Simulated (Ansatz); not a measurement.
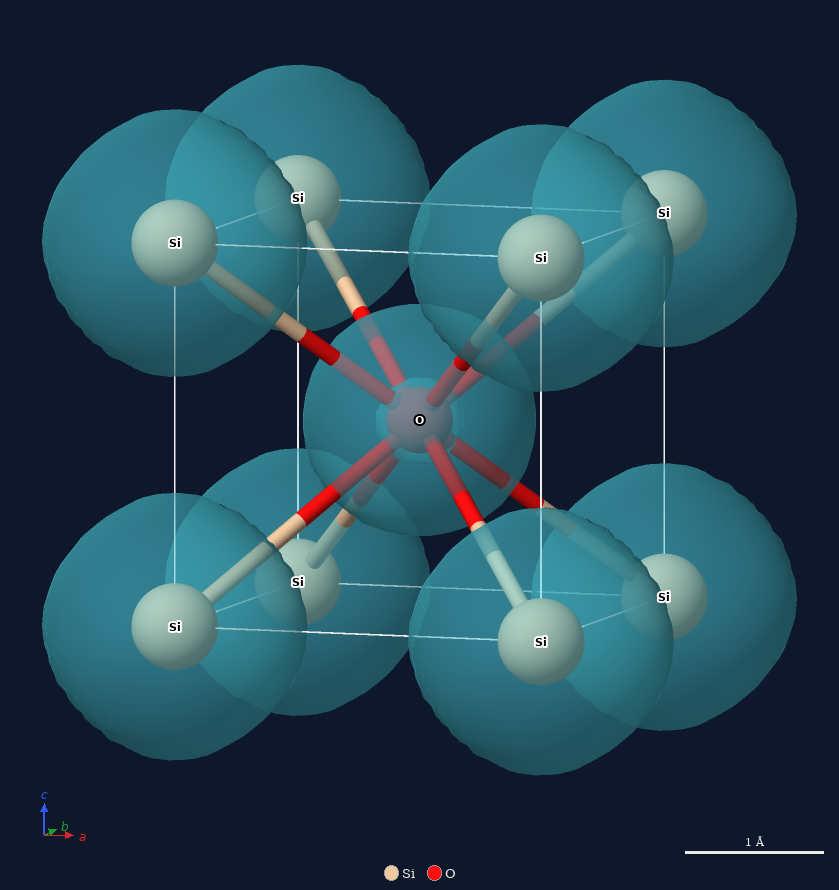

Figure 1: SiO. Isosurface of the ELF at 0.65 (cyan), seen slightly off an axis. Core shells and regions of very low density are left out. Sticks mark near contacts.

Space group Pm-3m; a generated structure, not necessarily the stable one; computed pressure about −5 GPa in this cell.

The calculation used Kohn-Sham DFT of a periodic cell, HSEsol, Ansatz PAW (Ansatz 0.2.0).

Core electrons are frozen (PAW), and the valence fields are smoothed inside the atomic spheres.

```yaml
crystal:
  lattice:
    - [2.80697, 0.00000, 0.00000]
    - [0.00000, 2.80697, 0.00000]
    - [0.00000, 0.00000, 2.80697]
  atoms:
    - { symbol: Si, position: [0.00000, 0.00000, 0.00000] }
    - { symbol: O, position: [0.50000, 0.50000, 0.50000] }
```

**Identify the bonds, lone pairs and shells in this picture.**

At this value the surface marks out one region wrapped around O (its valence shell) and one region wrapped around Si (its valence shell), counted in one cell of 2 atoms. Any copies at cell faces, edges or corners count once. Profiles from the grid: Si–O (2.43 Å): the ELF is about 0.30 at the midpoint (no localised pair shows between them).

**Does the calculation give a band gap?**

It is gapped, with a Kohn–Sham gap of 0.96 eV on the k-point mesh (the band edges may lie off the mesh, which would make the gap smaller).
